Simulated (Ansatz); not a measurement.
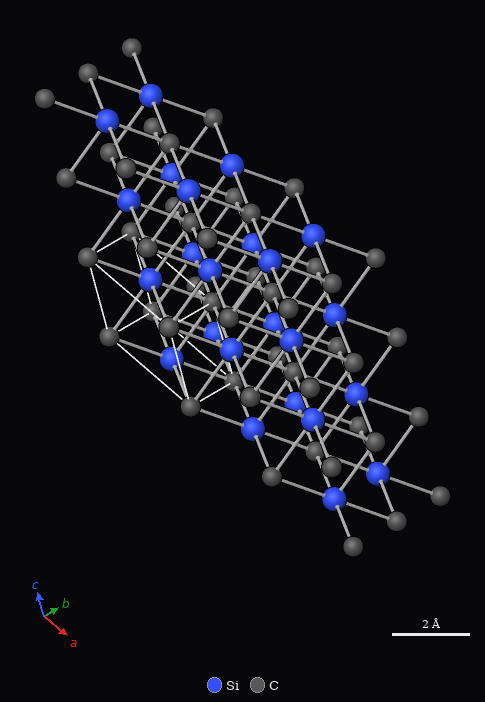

Fig. 1: The structure as given in the input (ball-and-stick view of the cell of the calculation, repeated 3 × 2 × 3, seen slightly off an axis). Near neighbours in the crystal (not all of them lie inside the picture): Si has 6 C at 2.01 to 2.03 Å; C has 6 Si at 2.01 to 2.03 Å.

## Run report: SiC, geometry relaxation

- system: SiC (I4/mmm, 2 atoms in the cell)
- method: DFT PBE, scalar-relativistic, plane waves, PAW, no spin polarisation (Ansatz 0.2.0)

The structure was made by a generator, so it may or may not be a known phase.

Input file:
```yaml
crystal:
  lattice:
    - [-1.4388530806, 1.4388530806, 2.0096162083]
    - [1.4388530806, -1.4388530806, 2.0096162083]
    - [1.4388530806, 1.4388530806, -2.0096162083]
  atoms:
    - { symbol: Si, position: [0.5, 0.5, 0.0] }
    - { symbol: C, position: [0.0, 0.0, 0.0] }
basis:
  ecutwfc: 420
kpoints:
  mp_grid: { grid: [26, 26, 26] }
hamiltonian:
  xc: pbe
scf:
  occupations: { method: gaussian, width: 0.1 }
output:
  forces: true
  stress: true
  eigenvalues: true
  write_density: true
  write_potential: true
  elf: true
  volumetric_format: npy
relax:
  adjacent_minimum: "off"
  f_tol: 0.01
  max_steps: 80
  cell: { stress_tol: 0.05 }
```

Command:
```bash
ansatz run input.yaml --threads 1 --pin off --max-ram 2560MiB --backend cpu --events-out ev --progress --plain --runs-dir out
```

Output:
```
Engine: ansatz 0.2.0, aarch64-unknown-linux-gnu
Pseudopotentials: kind: paw
Pseudopotential: Si, paw, valence charge 4, recommended cutoff 420 eV (normal), Si.paw.azcp
Pseudopotential: C, paw, valence charge 4, recommended cutoff 420 eV (normal), C.paw.azcp
Functional definition: PBE
  parameter kappa = 0.804
  parameter beta = 0.06672455060314922
  exchange = pbe_x(kappa = kappa, mu = beta*pi^2/3)
  correlation = pbe_c(beta = beta)
Crystal: 2 atoms, lattice volume = 16.642 Å³
Basis set: ecut = 420 eV, 331 PW (Γ), exchange–correlation on 40×40×40 points (8 copies of the dense FFT grid, shifted against one another)
Bands: 8, of which v1, the nominal top of the filled ones, is band 4 counted from 1 (3 counted from 0)
Symmetry: 16 space group operations
Space group: I4/mmm (ITA 139), of the structure as read, at distance tolerance 2.6e-5 Å
k-points: 1330 of 17576
Non-local potential: Si, projectors of the file, l = 0: 2, l = 1: 2, l = 2: 2
Non-local potential: C, projectors of the file, l = 0: 2, l = 1: 2, l = 2: 1
PAW form: soft (Blöchl's): semilocal exchange-correlation on the pseudo side does not see the compensation charge
PAW one-centre angular grid: Si, 110 points (default); XC on 64 Gauss nodes
PAW one-centre angular grid: C, 110 points (default); XC on 64 Gauss nodes
Initial density: superposition of atomic densities (neutral atoms: chi_scale 0, normalization atom), corrected by the library's trained network
Initial wavefunctions: pseudopotential atomic-orbital guess
Functional: x = pbe(κ = 0.804, μ = 0.2195149727645171), c = pbe(β = 0.06672455060314922)
SCF iter   1: F=—  HF=-885.687066 eV  |F-HF|=—  |Δ(HF+E_count)|=         —  Δρ=6.40e-3  dr2=7.39e-3  ethr=1.77e-3  ⟨swp⟩=5.3  Hψ=81305  notcnv=0
preconditioner: auto → none  [metal: Δε(μ)=0.001 eV  Ē_g=15.024 eV  σ=0.100 eV  W_gap=0.01  n_scr=0 (ndim 8)  ℏωp=25.7 eV  f_vac=0.000  D(μ)=0.34/eV (n_scr^D=0)]
SCF iter   2: F=—  HF=-885.684933 eV  |F-HF|=—  |Δ(HF+E_count)|=   2.13e-3  Δρ=1.71e-3  dr2=3.29e-4  ethr=9.24e-5  ⟨swp⟩=1.4  Hψ=22545  notcnv=0
SCF iter   3: F=—  HF=-885.684912 eV  |F-HF|=—  |Δ(HF+E_count)|=   2.09e-5  Δρ=6.25e-4  dr2=1.79e-5  ethr=4.11e-6  ⟨swp⟩=2.4  Hψ=15789  notcnv=0
SCF iter   4: F=—  HF=-885.684950 eV  |F-HF|=—  |Δ(HF+E_count)|=   3.86e-5  Δρ=3.32e-5  dr2=1.48e-7  ethr=2.24e-7  ⟨swp⟩=2.7  Hψ=16049  notcnv=0
iter 5 did not close the SCF: its close was put off for the readings that it lacked (scf_convergence_deferred on its scf_iter line)
SCF iter   5: F=-885.684950 eV  HF=-885.684950 eV  |F-HF|=3.72e-9  |Δ(HF+E_count)|=   4.32e-8  Δρ=6.23e-6  dr2=6.30e-9  ethr=1.85e-9  ⟨swp⟩=2.3  Hψ=15505  notcnv=0
SCF iter   6: F=-885.684950 eV  HF=-885.684950 eV  |F-HF|=2.40e-11  |Δ(HF+E_count)|=  8.68e-10  Δρ=8.79e-7  dr2=8.85e-11  ethr=7.87e-11  ⟨swp⟩=4.3  Hψ=49463  notcnv=0
SCF 1 converged in 6 iterations: F = -885.684950 eV  dr2 = 8.85e-11
  greatest PAW one-centre occupation: 0.645 electrons in one spin orbital (limit 2), on the C atom at site 1 (counted from 0), in its partial waves of l = 0
relax step   1: F+E_penalty+E_count = -885.68495045 eV  Δ(F+E_penalty+E_count) = +0.000e0 eV  max|allowed force component| = 7.935e-31 eV/Å  Δτ_max = 0.0000 Å  P = +0.801 GPa  Ω = 16.642 Å³  (6 SCF iters, dr2 threshold 1.00e-7 eV, accepted)
Crystal: 2 atoms, lattice volume = 16.665 Å³
Initial density: handed on by an earlier stage of this run
Initial wavefunctions: those handed on with the density
iter 1 solved again at ethr=5.95e-7 eV; its pass at ethr=3.10e-3 eV (dr2=4.76e-5 eV) is discarded
SCF iter   1: F=—  HF=-885.685353 eV  |F-HF|=—  |Δ(HF+E_count)|=         —  Δρ=5.83e-4  dr2=4.96e-5  ethr=5.95e-7  ⟨swp⟩=1.2  Hψ=81198  notcnv=0
preconditioner: auto → none  [metal: Δε(μ)=0.004 eV  Ē_g=14.990 eV  σ=0.100 eV  W_gap=0.02  n_scr=0 (ndim 8)  ℏωp=25.7 eV  f_vac=0.000  D(μ)=0.37/eV (n_scr^D=0)]
SCF iter   2: F=—  HF=-885.685331 eV  |F-HF|=—  |Δ(HF+E_count)|=   2.19e-5  Δρ=1.94e-4  dr2=4.37e-6  ethr=5.95e-7  ⟨swp⟩=2.3  Hψ=15391  notcnv=0
SCF iter   3: F=—  HF=-885.685329 eV  |F-HF|=—  |Δ(HF+E_count)|=   1.50e-6  Δρ=6.78e-5  dr2=5.20e-7  ethr=5.46e-8  ⟨swp⟩=2.0  Hψ=15094  notcnv=0
SCF iter   4: F=-885.685329 eV  HF=-885.685329 eV  |F-HF|=6.43e-10  |Δ(HF+E_count)|=   1.77e-7  Δρ=6.14e-6  dr2=2.74e-9  ethr=2.50e-9  ⟨swp⟩=8.8  Hψ=69757  notcnv=0
SCF 2 converged in 4 iterations: F = -885.685329 eV  dr2 = 2.74e-9
relax step   2: F+E_penalty+E_count = -885.68532931 eV  Δ(F+E_penalty+E_count) = -3.789e-4 eV  max|allowed force component| = 3.081e-32 eV/Å  Δτ_max = 0.0000 Å  P = +0.444 GPa  Ω = 16.665 Å³  energy of the carried Pulay correction = -4.134e-5 eV  (4 SCF iters, dr2 threshold 2.00e-7 eV, accepted)
Crystal: 2 atoms, lattice volume = 16.687 Å³
iter 1 solved again at ethr=8.26e-6 eV; its pass at ethr=3.10e-3 eV (dr2=6.61e-4 eV) is discarded
SCF iter   1: F=—  HF=-885.686484 eV  |F-HF|=—  |Δ(HF+E_count)|=         —  Δρ=2.51e-3  dr2=7.22e-4  ethr=8.26e-6  ⟨swp⟩=2.3  Hψ=90503  notcnv=0
preconditioner: auto → none  [metal: Δε(μ)=0.008 eV  Ē_g=14.975 eV  σ=0.100 eV  W_gap=0.05  n_scr=0 (ndim 8)  ℏωp=25.7 eV  f_vac=0.000  D(μ)=0.38/eV (n_scr^D=0)]
SCF iter   2: F=—  HF=-885.686230 eV  |F-HF|=—  |Δ(HF+E_count)|=   2.54e-4  Δρ=9.29e-4  dr2=9.38e-5  ethr=8.26e-6  ⟨swp⟩=1.0  Hψ=10730  notcnv=0
SCF iter   3: F=—  HF=-885.686187 eV  |F-HF|=—  |Δ(HF+E_count)|=   4.28e-5  Δρ=1.93e-4  dr2=6.39e-6  ethr=1.17e-6  ⟨swp⟩=2.0  Hψ=15962  notcnv=0
SCF iter   4: F=-885.686185 eV  HF=-885.686185 eV  |F-HF|=8.31e-9  |Δ(HF+E_count)|=   2.00e-6  Δρ=2.87e-5  dr2=4.99e-8  ethr=2.50e-9  ⟨swp⟩=6.3  Hψ=62134  notcnv=0
SCF 3 converged in 4 iterations: F = -885.686185 eV  dr2 = 4.99e-8
relax step   3: F+E_penalty+E_count = -885.68618534 eV  Δ(F+E_penalty+E_count) = -8.560e-4 eV  max|allowed force component| = 7.396e-32 eV/Å  Δτ_max = 0.0000 Å  P = +0.073 GPa  Ω = 16.687 Å³  energy of the carried Pulay correction = -8.678e-5 eV  (4 SCF iters, dr2 threshold 2.00e-7 eV, accepted)
Crystal: 2 atoms, lattice volume = 16.692 Å³
iter 1 solved again at ethr=5.67e-8 eV; its pass at ethr=3.10e-3 eV (dr2=4.54e-6 eV) is discarded
SCF iter   1: F=—  HF=-885.686189 eV  |F-HF|=—  |Δ(HF+E_count)|=         —  Δρ=2.00e-4  dr2=4.84e-6  ethr=5.67e-8  ⟨swp⟩=1.8  Hψ=83504  notcnv=0
preconditioner: auto → none  [metal: Δε(μ)=0.015 eV  Ē_g=14.972 eV  σ=0.100 eV  W_gap=0.08  n_scr=0 (ndim 8)  ℏωp=25.7 eV  f_vac=0.000  D(μ)=0.38/eV (n_scr^D=0)]
SCF iter   2: F=—  HF=-885.686181 eV  |F-HF|=—  |Δ(HF+E_count)|=   7.49e-6  Δρ=7.43e-5  dr2=5.52e-7  ethr=5.67e-8  ⟨swp⟩=2.0  Hψ=15411  notcnv=0
SCF iter   3: F=-885.686181 eV  HF=-885.686181 eV  |F-HF|=3.79e-8  |Δ(HF+E_count)|=   1.66e-7  Δρ=2.24e-5  dr2=6.60e-8  ethr=1.00e-9  ⟨swp⟩=8.8  Hψ=65487  notcnv=0
SCF 4 converged in 3 iterations: F = -885.686181 eV  dr2 = 6.60e-8
relax step   4: F+E_penalty+E_count = -885.68618081 eV  Δ(F+E_penalty+E_count) = +4.530e-6 eV  max|allowed force component| = 3.944e-31 eV/Å  Δτ_max = 0.0000 Å  P = -0.003 GPa  Ω = 16.692 Å³  energy of the carried Pulay correction = -9.646e-5 eV  (3 SCF iters, dr2 threshold 8.03e-8 eV, accepted)
Initial wavefunctions: pseudopotential atomic-orbital guess (no wavefunctions were taken with the density)
iter 1 solved again at ethr=2.20e-8 eV; its pass at ethr=3.10e-3 eV (dr2=1.76e-6 eV) is discarded
SCF iter   1: F=—  HF=-885.686300 eV  |F-HF|=—  |Δ(HF+E_count)|=         —  Δρ=4.28e-5  dr2=7.80e-8  ethr=2.20e-8  ⟨swp⟩=3.1  Hψ=112294  notcnv=0
preconditioner: auto → none  [metal: Δε(μ)=0.014 eV  Ē_g=14.972 eV  σ=0.100 eV  W_gap=0.08  n_scr=0 (ndim 8)  ℏωp=25.7 eV  f_vac=0.000  D(μ)=0.38/eV (n_scr^D=0)]
SCF iter   2: F=—  HF=-885.686295 eV  |F-HF|=—  |Δ(HF+E_count)|=   5.73e-6  Δρ=2.06e-5  dr2=1.11e-8  ethr=9.75e-10  ⟨swp⟩=2.1  Hψ=15956  notcnv=0
SCF iter   3: F=—  HF=-885.686295 eV  |F-HF|=—  |Δ(HF+E_count)|=   2.49e-8  Δρ=7.11e-6  dr2=1.92e-9  ethr=1.38e-10  ⟨swp⟩=2.1  Hψ=16060  notcnv=0
SCF iter   4: F=—  HF=-885.686295 eV  |F-HF|=—  |Δ(HF+E_count)|=   3.22e-9  Δρ=7.99e-7  dr2=2.20e-11  ethr=2.40e-11  ⟨swp⟩=2.4  Hψ=16268  notcnv=0
SCF iter   5: F=-885.686295 eV  HF=-885.686295 eV  |F-HF|=3.41e-13  |Δ(HF+E_count)|=  4.55e-11  Δρ=3.74e-8  dr2=5.83e-14  ethr=1.00e-12  ⟨swp⟩=5.0  Hψ=37056  notcnv=0
SCF 5 converged in 5 iterations: F = -885.686295 eV  dr2 = 5.83e-14
relax step   5: F+E_penalty+E_count = -885.68629467 eV  Δ(F+E_penalty+E_count) = -1.139e-4 eV  max|allowed force component| = 5.916e-31 eV/Å  Δτ_max = 0.0000 Å  P = +0.005 GPa  Ω = 16.692 Å³  stress off target by 4.26e-2 GPa  SCF on the basis re-selected at this cell (its energy is not comparable with the rows above)  (5 SCF iters)
```

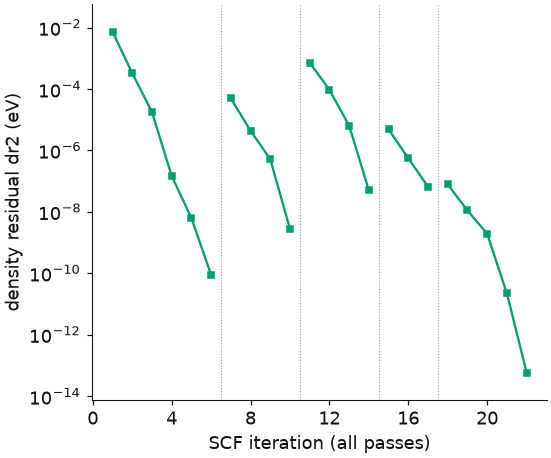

Fig. 2: Convergence of the self-consistent field: density residual dr2 against the SCF iteration. The dotted lines part the SCF passes of the relaxation: geometry steps, rejected trials and re-solves on a re-selected basis. The 5 passes take 3 to 6 iterations each, 22 in all.

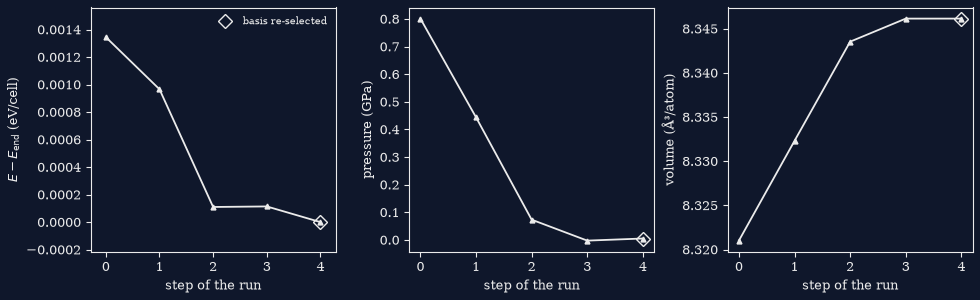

Fig. 3: Progress of the relaxation, step by step (the first geometry is step 0 here and step 1 in the log).

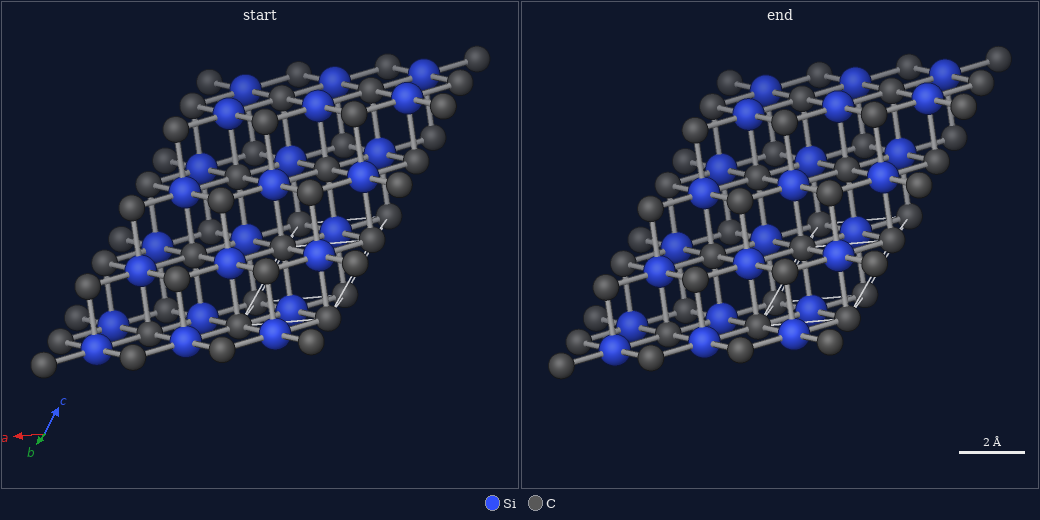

Fig. 4: Before (left) and after (right) the relaxation, at one scale (ball-and-stick view of the cell of the calculation, repeated 3 × 2 × 3, seen at an oblique angle). The energy falls by 1.2 meV per cell of the calculation in 3 geometry steps. All forces vanish by symmetry, so only the cell relaxes. Pressure: 0.80 GPa at the start and 0.01 GPa at the end. No atom moves by more than 0.005 Å relative to the cell. Cell: a = b = c 2.860 → 2.869 Å (+0.3 %), α 119.6° → 120.0°, β 119.6° → 120.0°, γ 90.7° → 90.0°. Volume +0.3 %. Distances before and after: Si1–C2 2.010 → 2.028 Å. The space group (tolerance 0.01 Å) goes from I4/mmm (No. 139) to Fm-3m (No. 225). A last SCF at the same geometry on a re-selected plane-wave basis shifts the energy by −0.1 meV per cell of the calculation. (Atoms are counted from 1 in the order of the input.)

```
basis re-selected at this cell: Δ(F+E_penalty+E_count) = -1.139e-4 eV, ΔP = +0.008 GPa vs the last step (what re-selecting the basis moved, of the pressure what is left beyond the Pulay correction that the steps carried, after the strain that the cell walked since its last selection, with what the two solves' SCF thresholds leave and, on support functions, any second-order correction that the steps lacked; it is no measure of the basis error at this ecutwfc). This SCF's stress stands 4.26e-2 GPa from its target on what of the cell is left free (relax.cell.stress_tol is 5.00e-2 GPa) and its largest allowed force component is 5.92e-31 eV/Å (relax.f_tol is 1.00e-2 eV/Å): within both
SCF converged after 5 iterations
Free energy (F): -885.686295 eV
Harris-Foulkes:  -885.686295 eV  (|F-HF|=3.41e-13)
Internal energy: -885.684385 eV  (E = F + TS)
E sigma→0 (E₀):  -885.685340 eV
Entropy (-TS):   -0.001910 eV (-0.955 meV/atom)
Fermi energy:    13.955633 eV
--- Per-component energies (eV) ---
  E_band       = 54.424523
  E_kinetic    = 139.167092
  E_local      = -53.442839  (includes V_loc(G=0)·N_el)
  E_nonlocal   = 49.608913
  E_hartree    = 19.449207
  E_xc         = -106.475137
  E_vxc        = -110.876776  (∫ρ·V_xc dr)
  E_paw        = -611.725449  (= ΣΔE_a)
  E_vpaw       = -8.930293  (= ΣTr[D̂ρ^β])
  E_aug_tail   = 0.000012  (compensation charges beyond the density's cutoff)
  E_ewald      = -322.266183
  E_smearing   = -0.001910  (= −TS)
  E_closure    = 0.000000  (closes the sum)
  Σ components = -885.686295   (vs F -885.686295, Δ=0.00e0)
--- Forces (eV/Å), atoms counted from 1 ---
  atom   1  Si     0.00000000     0.00000000     0.00000000
  atom   2  C     -0.00000000    -0.00000000    -0.00000000
  max |Σ_I F_I| component: 1.18e-30 eV/Å
--- Stress (GPa, compression-positive) ---
       -0.013607       0.000000      -0.000000
        0.000000      -0.013607       0.000000
        0.000000       0.000000       0.042561
  P = ⅓ Tr σ = 0.0051 GPa (0.051 kbar)
--- Band table (eV; the first three rows and the last of 1330) ---
  k-point 0: bands = ["-4.3791", "14.0087", "14.0130", "14.0130", "21.3688", "22.9398", "22.9398", "22.9436"]
  k-point 1: bands = ["-4.3313", "13.8953", "13.8988", "13.8996", "21.4899", "22.6907", "23.1028", "23.1063"]
  k-point 2: bands = ["-4.1881", "13.5772", "13.5835", "13.5879", "21.7926", "22.0733", "23.5504", "23.5527"]
  k-point 1329: bands = ["2.5226", "4.2674", "9.7319", "9.7319", "13.0432", "16.5691", "28.7624", "28.7624"]
--- Relaxed structure (4 steps of the walk, 4 accepted, 1 SCFs on fresh bases) ---
  F+E_penalty+E_count = -885.68629467 eV   max|allowed force component| = 5.916e-31 eV/Å   (the final SCF, on the basis selected at the relaxed cell)
  cell:  # Å, volume = 16.6923 Å³
    - [-1.434450724187036, 1.434450724187036, 2.0280771165941536]
    - [1.434450724187036, -1.434450724187036, 2.0280771165941536]
    - [1.434450724187036, 1.434450724187036, -2.0280771165941536]
  atoms:
    - { symbol: Si, position: [0.5000000000000001, 0.5000000000000001, 2.9421112265785718e-34] }
    - { symbol: C, position: [-2.983162577332274e-35, -2.32939914074151e-37, -3.000716896522773e-35] }
```

Trajectory as extended XYZ (Å, eV, eV/Å), 5 frames, from step=1 to step=5:
```
2
Lattice="-1.4389 1.4389 2.0096 1.4389 -1.4389 2.0096 1.4389 1.4389 -2.0096" Properties=species:S:1:pos:R:3:forces:R:3 step=1 energy=-885.68495 pressure_GPa=0.80
Si    0.0000    0.0000    2.0096    0.0000   0.0000   0.0000
C     0.0000    0.0000    0.0000    0.0000   0.0000   0.0000
2
Lattice="-1.4386 1.4386 2.0129 1.4386 -1.4386 2.0129 1.4386 1.4386 -2.0129" Properties=species:S:1:pos:R:3:forces:R:3 step=2 energy=-885.68533 pressure_GPa=0.44
Si    0.0000    0.0000    2.0129    0.0000   0.0000   0.0000
C     0.0000    0.0000    0.0000    0.0000   0.0000   0.0000
2
Lattice="-1.4346 1.4346 2.0270 1.4346 -1.4346 2.0270 1.4346 1.4346 -2.0270" Properties=species:S:1:pos:R:3:forces:R:3 step=3 energy=-885.68619 pressure_GPa=0.07
Si    0.0000    0.0000    2.0270    0.0000   0.0000   0.0000
C     0.0000    0.0000    0.0000    0.0000   0.0000   0.0000
2
Lattice="-1.4345 1.4345 2.0281 1.4345 -1.4345 2.0281 1.4345 1.4345 -2.0281" Properties=species:S:1:pos:R:3:forces:R:3 step=4 energy=-885.68618 pressure_GPa=-0.00
Si    0.0000    0.0000    2.0281    0.0000   0.0000   0.0000
C     0.0000    0.0000    0.0000    0.0000   0.0000   0.0000
2
Lattice="-1.4345 1.4345 2.0281 1.4345 -1.4345 2.0281 1.4345 1.4345 -2.0281" Properties=species:S:1:pos:R:3:forces:R:3 step=5 energy=-885.68629 pressure_GPa=0.01
Si    0.0000    0.0000    2.0281    0.0000   0.0000   0.0000
C     0.0000    0.0000    0.0000    0.0000   0.0000   0.0000
```

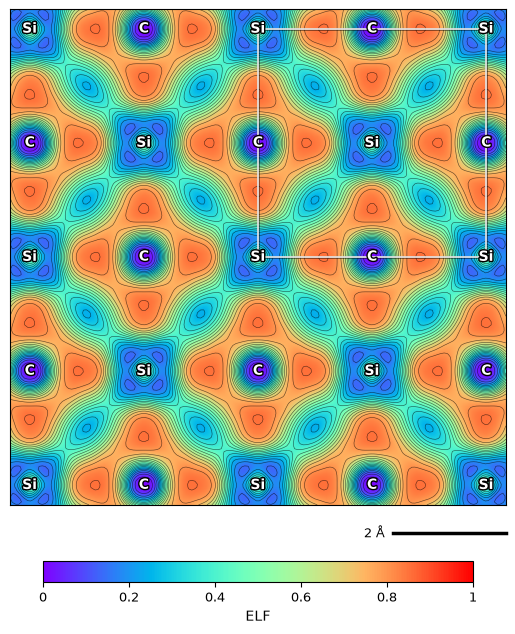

Fig. 5: ELF on the (100) plane of the conventional cell. The section cuts through Si and C sites. The fields are those of the smooth PAW valence density.

Summary:

```csv
quantity,value
outcome,converged
space group (tolerance 0.01 Å),I4/mmm (139) → Fm-3m (225)
electrons treated,8
free energy,−885.6863 eV
Fermi energy,13.956 eV
gap on the k-point mesh,none (metallic)
pressure,0.01 GPa
final volume,16.69 Å³
largest force (length of the vector) at the end,under 0.001 eV/Å
final cell,"a = 2.869 Å, b = 2.869 Å, c = 2.869 Å, α = 119.99°, β = 119.99°, γ = 90.02°"
hardware,"1 thread of Arm Neoverse V2, 24 GiB of memory available, shared host"
wall time,54 s
peak memory,0.53 GiB
```
